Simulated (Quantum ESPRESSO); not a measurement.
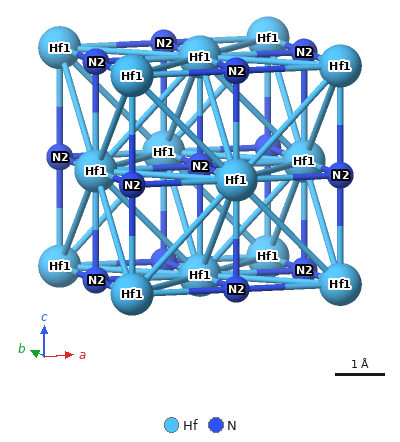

Figure 1. The input geometry (ball-and-stick view of the cell 4 times as large as that of the calculation, set on its symmetry axes, seen slightly off an axis; atoms are numbered from 1 in the order of the input). An atom can appear more than once, as a periodic image. Near neighbours in the periodic cell (some may lie outside the picture): Hf has 12 Hf at 3.19 Å and 6 N at 2.26 Å; N has 6 Hf at 2.26 Å.

HfN: single-point calculation (part 1 of 2)

- system: HfN (Fm-3m, 2 atoms in the cell)
- method: Kohn-Sham DFT of a periodic cell, PBE, DFT+U, SSSP 1.3 efficiency PBE, no spin polarisation (Quantum ESPRESSO 7.5)

The structure derives from an entry of the Crystallography Open Database.

### Log
```
This program is part of the open-source Quantum ESPRESSO suite
     for quantum simulation of materials; please cite
         "P. Giannozzi et al., J. Phys.:Condens. Matter 21 395502 (2009);
         "P. Giannozzi et al., J. Phys.:Condens. Matter 29 465901 (2017);
         "P. Giannozzi et al., J. Chem. Phys. 152 154105 (2020);
          URL
     in publications or presentations arising from this work. More details at

     Message from routine setup:
     using ibrav=0 with symmetry is DISCOURAGED, use correct ibrav instead

     G-vector sticks info
     --------------------
     sticks:   dense  smooth     PW     G-vecs:    dense   smooth      PW
     Sum        1201     595    199                27389     9721    1759

     Using Slab Decomposition

     bravais-lattice index     =            0
     lattice parameter (alat)  =       6.0291  a.u.
     unit-cell volume          =     154.9687 (a.u.)^3
     number of atoms/cell      =            2
     number of atomic types    =            2
     number of electrons       =        17.00
     number of Kohn-Sham states=           18
     kinetic-energy cutoff     =      60.0000  Ry
     charge density cutoff     =     480.0000  Ry
     scf convergence threshold =      4.0E-10
     mixing beta               =       0.3000
     number of iterations used =            8  plain     mixing
     Exchange-correlation= PBE
                           (   1   4   3   4   0   0   0)
     Hubbard projectors: atomic
     Hubbard parameters of DFT+U (Dudarev formulation) in eV:
     U(Hf-5d) =  3.0000

     Internal variables: lda_plus_u =T, lda_plus_u_kind = 0

     Internal variables: orbital_resolved =F, hub_pot_fix =F, apply_U = F

     celldm(1)=   6.029107  celldm(2)=   0.000000  celldm(3)=   0.000000
     celldm(4)=   0.000000  celldm(5)=   0.000000  celldm(6)=   0.000000

     crystal axes: (cart. coord. in units of alat)
               a(1) = (   0.000000   0.707107   0.707107 )
               a(2) = (   0.707107   0.000000   0.707107 )
               a(3) = (   0.707107   0.707107   0.000000 )

     reciprocal axes: (cart. coord. in units 2 pi/alat)
               b(1) = ( -0.707107  0.707107  0.707107 )
               b(2) = (  0.707107 -0.707107  0.707107 )
               b(3) = (  0.707107  0.707107 -0.707107 )

     PseudoPot. # 1 for Hf read from file:
     Hf-sp.oncvpsp.upf
     Pseudo is Norm-conserving + core correction, Zval = 12.0
     Generated using ONCVPSP code by D. R. Hamann
     Using radial grid of 1656 points,  8 beta functions with:
                l(1) =   0
                l(2) =   0
                l(3) =   1
                l(4) =   1
                l(5) =   2
                l(6) =   2
                l(7) =   3
                l(8) =   3

     PseudoPot. # 2 for N  read from file:
     N.pbe-n-radius_5.UPF
     Pseudo is Ultrasoft + core correction, Zval =  5.0
     Generated using "atomic" code by A. Dal Corso  v.5.1
     Using radial grid of 1085 points,  4 beta functions with:
                l(1) =   0
                l(2) =   0
                l(3) =   1
                l(4) =   1
     Q(r) pseudized with 0 coefficients

     atomic species   valence    mass     pseudopotential
     Hf               12.00   178.49000     Hf( 1.00)
     N                 5.00    14.00700     N ( 1.00)

     48 Sym. Ops., with inversion, found

   Cartesian axes

     site n.     atom                  positions (alat units)
         1        Hf     tau(   1) = (   0.0000000   0.0000000   0.0000000  )
         2        N      tau(   2) = (   0.7071068   0.7071068   0.7071068  )

     number of k points=    47  Fermi-Dirac smearing, width (Ry)=  0.0037
                       cart. coord. in units 2pi/alat
        k(    1) = (   0.0000000   0.0000000   0.0000000), wk =   0.0020000
        k(    2) = (   0.0707107   0.0707107  -0.0707107), wk =   0.0160000
        k(    3) = (   0.1414214   0.1414214  -0.1414214), wk =   0.0160000
        k(    4) = (   0.2121320   0.2121320  -0.2121320), wk =   0.0160000
        k(    5) = (   0.2828427   0.2828427  -0.2828427), wk =   0.0160000
        k(    6) = (  -0.3535534  -0.3535534   0.3535534), wk =   0.0080000
        k(    7) = (   0.1414214  -0.0000000   0.0000000), wk =   0.0120000
        k(    8) = (   0.2121320   0.0707107  -0.0707107), wk =   0.0480000
        k(    9) = (   0.2828427   0.1414214  -0.1414214), wk =   0.0480000
        k(   10) = (   0.3535534   0.2121320  -0.2121320), wk =   0.0480000
        k(   11) = (  -0.2828427  -0.4242641   0.4242641), wk =   0.0480000
        k(   12) = (  -0.2121320  -0.3535534   0.3535534), wk =   0.0480000
        k(   13) = (  -0.1414214  -0.2828427   0.2828427), wk =   0.0480000
        k(   14) = (  -0.0707107  -0.2121320   0.2121320), wk =   0.0480000
        k(   15) = (   0.0000000  -0.1414214   0.1414214), wk =   0.0240000
        k(   16) = (   0.2828427  -0.0000000   0.0000000), wk =   0.0120000
        k(   17) = (   0.3535534   0.0707107  -0.0707107), wk =   0.0480000
        k(   18) = (   0.4242641   0.1414214  -0.1414214), wk =   0.0480000
        k(   19) = (  -0.2121320  -0.4949747   0.4949747), wk =   0.0480000
        k(   20) = (  -0.1414214  -0.4242641   0.4242641), wk =   0.0480000
        k(   21) = (  -0.0707107  -0.3535534   0.3535534), wk =   0.0480000
        k(   22) = (   0.0000000  -0.2828427   0.2828427), wk =   0.0240000
        k(   23) = (   0.4242641   0.0000000  -0.0000000), wk =   0.0120000
        k(   24) = (   0.4949747   0.0707107  -0.0707107), wk =   0.0480000
        k(   25) = (  -0.1414214  -0.5656854   0.5656854), wk =   0.0480000
        k(   26) = (  -0.0707107  -0.4949747   0.4949747), wk =   0.0480000
        k(   27) = (  -0.0000000  -0.4242641   0.4242641), wk =   0.0240000
        k(   28) = (   0.5656854  -0.0000000   0.0000000), wk =   0.0120000
        k(   29) = (  -0.0707107  -0.6363961   0.6363961), wk =   0.0480000
        k(   30) = (   0.0000000  -0.5656854   0.5656854), wk =   0.0240000
        k(   31) = (  -0.7071068   0.0000000   0.0000000), wk =   0.0060000
        k(   32) = (   0.2828427   0.1414214   0.0000000), wk =   0.0480000
        k(   33) = (   0.3535534   0.2121320  -0.0707107), wk =   0.0960000
        k(   34) = (  -0.2828427  -0.4242641   0.5656854), wk =   0.0960000
        k(   35) = (  -0.2121320  -0.3535534   0.4949747), wk =   0.0480000
        k(   36) = (   0.4242641   0.1414214  -0.0000000), wk =   0.0480000
        k(   37) = (  -0.2121320  -0.4949747   0.6363961), wk =   0.0960000
        k(   38) = (  -0.1414214  -0.4242641   0.5656854), wk =   0.0960000
        k(   39) = (  -0.0707107  -0.3535534   0.4949747), wk =   0.0960000
        k(   40) = (   0.0000000  -0.2828427   0.4242641), wk =   0.0480000
        k(   41) = (  -0.1414214  -0.5656854   0.7071068), wk =   0.0480000
        k(   42) = (  -0.0707107  -0.4949747   0.6363961), wk =   0.0960000
        k(   43) = (   0.0000000  -0.4242641   0.5656854), wk =   0.0480000
        k(   44) = (  -0.7071068   0.1414214   0.0000000), wk =   0.0240000
        k(   45) = (  -0.1414214  -0.4242641   0.7071068), wk =   0.0480000
        k(   46) = (  -0.0707107  -0.3535534   0.6363961), wk =   0.0480000
        k(   47) = (  -0.7071068   0.2828427   0.0000000), wk =   0.0240000

     Dense  grid:    27389 G-vectors     FFT dimensions: (  45,  45,  45)

     Smooth grid:     9721 G-vectors     FFT dimensions: (  30,  30,  30)

     Initial potential from superposition of free atoms

     starting charge      16.9981, renormalised to      17.0000

     STARTING HUBBARD OCCUPATIONS:

     =================== HUBBARD OCCUPATIONS ===================
     ------------------------ ATOM    1 ------------------------
     Tr[ns(  1)] =   2.00000
     eigenvalues:
       0.200  0.200  0.200  0.200  0.200
     eigenvectors (columns):
       1.000  0.000  0.000  0.000  0.000
       0.000  1.000  0.000  0.000  0.000
       0.000  0.000  1.000  0.000  0.000
       0.000  0.000  0.000  1.000  0.000
       0.000  0.000  0.000  0.000  1.000
     occupation matrix ns (before diag.):
       0.200  0.000  0.000  0.000  0.000
       0.000  0.200  0.000  0.000  0.000
       0.000  0.000  0.200  0.000  0.000
       0.000  0.000  0.000  0.200  0.000
       0.000  0.000  0.000  0.000  0.200

     Number of occupied Hubbard levels =    2.0000

     Atomic wfc used for Hubbard projectors are NOT orthogonalized

     Starting wfcs are   14 randomized atomic wfcs +    4 random wfcs

     Self-consistent Calculation

     iteration #  1     ecut=    60.00 Ry     beta= 0.30
     Davidson diagonalization with overlap
     ethr =  1.00E-02,  avg # of iterations =  5.6

     =================== HUBBARD OCCUPATIONS ===================
     ------------------------ ATOM    1 ------------------------
     Tr[ns(  1)] =   4.55324
     eigenvalues:
       0.439  0.439  0.439  0.480  0.480
     eigenvectors (columns):
      -0.000  0.000 -0.000  0.078 -0.997
      -0.249  0.881 -0.402 -0.000  0.000
      -0.587  0.193  0.786 -0.000  0.000
       0.000 -0.000  0.000 -0.997 -0.078
       0.770  0.431  0.470  0.000 -0.000
     occupation matrix ns (before diag.):
       0.480 -0.000 -0.000  0.000  0.000
      -0.000  0.439 -0.000  0.000  0.000
      -0.000 -0.000  0.439  0.000  0.000
       0.000  0.000  0.000  0.480 -0.000
       0.000  0.000  0.000 -0.000  0.439

     Number of occupied Hubbard levels =    4.5532

     total energy              =    -132.82660315 Ry
     estimated scf accuracy    <       0.68737338 Ry

     iteration #  2     ecut=    60.00 Ry     beta= 0.30
     Davidson diagonalization with overlap
     ethr =  4.04E-03,  avg # of iterations =  1.3

     total energy              =    -132.98952274 Ry
     estimated scf accuracy    <       0.02441123 Ry

     iteration #  3     ecut=    60.00 Ry     beta= 0.30
     Davidson diagonalization with overlap
     ethr =  1.44E-04,  avg # of iterations =  3.1

     total energy              =    -132.99531365 Ry
     estimated scf accuracy    <       0.00971146 Ry

     iteration #  4     ecut=    60.00 Ry     beta= 0.30
     Davidson diagonalization with overlap
     ethr =  5.71E-05,  avg # of iterations =  2.0

     total energy              =    -132.99606324 Ry
     estimated scf accuracy    <       0.00068919 Ry

     iteration #  5     ecut=    60.00 Ry     beta= 0.30
     Davidson diagonalization with overlap
     ethr =  4.05E-06,  avg # of iterations =  4.1

     total energy              =    -132.99591441 Ry
     estimated scf accuracy    <       0.00032467 Ry

     iteration #  6     ecut=    60.00 Ry     beta= 0.30
     Davidson diagonalization with overlap
     ethr =  1.91E-06,  avg # of iterations =  2.3

     total energy              =    -132.99598263 Ry
     estimated scf accuracy    <       0.00004684 Ry

     iteration #  7     ecut=    60.00 Ry     beta= 0.30
     Davidson diagonalization with overlap
     ethr =  2.76E-07,  avg # of iterations =  2.0

     total energy              =    -132.99599098 Ry
     estimated scf accuracy    <       0.00001184 Ry

     iteration #  8     ecut=    60.00 Ry     beta= 0.30
     Davidson diagonalization with overlap
     ethr =  6.97E-08,  avg # of iterations =  1.4

     total energy              =    -132.99599249 Ry
     estimated scf accuracy    <       0.00000001 Ry

     iteration #  9     ecut=    60.00 Ry     beta= 0.30
     Davidson diagonalization with overlap
     ethr =  7.58E-11,  avg # of iterations =  4.0

     total energy              =    -132.99599255 Ry
     estimated scf accuracy    <       0.00000001 Ry

     iteration # 10     ecut=    60.00 Ry     beta= 0.30
     Davidson diagonalization with overlap
     ethr =  6.70E-11,  avg # of iterations =  1.0

     total energy              =    -132.99599255 Ry
     estimated scf accuracy    <          4.8E-09 Ry

     iteration # 11     ecut=    60.00 Ry     beta= 0.30
     Davidson diagonalization with overlap
     ethr =  2.81E-11,  avg # of iterations =  1.9

     End of self-consistent calculation

     =================== HUBBARD OCCUPATIONS ===================
     ------------------------ ATOM    1 ------------------------
     Tr[ns(  1)] =   5.47570
     eigenvalues:
       0.531  0.531  0.531  0.572  0.572
     eigenvectors (columns):
       0.000 -0.000  0.000 -0.111 -0.994
       0.241 -0.234  0.942  0.000  0.000
       0.666  0.746  0.015  0.000  0.000
      -0.000  0.000 -0.000  0.994 -0.111
      -0.706  0.623  0.335 -0.000 -0.000
     occupation matrix ns (before diag.):
       0.572 -0.000 -0.000  0.000  0.000
      -0.000  0.531 -0.000  0.000  0.000
      -0.000 -0.000  0.531  0.000  0.000
       0.000  0.000  0.000  0.572 -0.000
       0.000  0.000  0.000 -0.000  0.531

     Number of occupied Hubbard levels =    5.4757

          k = 0.0000 0.0000 0.0000 (  1243 PWs)   bands (ev):

   -43.8471 -12.2323 -12.2323 -12.2323   1.2533  15.7588  15.7588  15.7588
    18.4211  18.4211  18.4211  20.6197  20.6934  20.6934  28.3925  43.4233
    43.4233  43.4233

          k = 0.0707 0.0707-0.0707 (  1239 PWs)   bands (ev):

   -43.8415 -12.3352 -12.2409 -12.2409   1.4815  14.8315  15.1906  15.1906
    18.6586  18.7535  18.7535  21.3135  21.4480  21.4480  29.1494  40.4778
    41.7089  41.7089

          k = 0.1414 0.1414-0.1414 (  1215 PWs)   bands (ev):

   -43.8298 -12.5934 -12.2631 -12.2631   2.0905  13.1384  14.1565  14.1565
    19.0620  19.5825  19.5825  22.7500  23.1365  23.1365  30.9658  37.2341
    38.6280  38.6280

          k = 0.2121 0.2121-0.2121 (  1221 PWs)   bands (ev):

   -43.8192 -12.8944 -12.2901 -12.2901   2.8999  11.4946  13.2491  13.2491
    19.8021  20.7549  20.7549  23.9774  25.0658  25.0658  31.8271  35.3858
    35.3858  36.4462

          k = 0.2828 0.2828-0.2828 (  1209 PWs)   bands (ev):

   -43.8121 -13.1253 -12.3115 -12.3115   3.6584  10.2404  12.6606  12.6606
    20.9839  21.9619  21.9619  24.0672  26.7865  26.7865  31.1370  32.6547
    32.6547  38.6721

          k =-0.3536-0.3536 0.3536 (  1194 PWs)   bands (ev):

   -43.8094 -13.2108 -12.3196 -12.3196   3.9959   9.7402  12.4585  12.4585
    22.0570  22.5342  22.5342  23.2815  27.6478  27.6478  31.0190  31.3688
    31.3688  39.8988
```
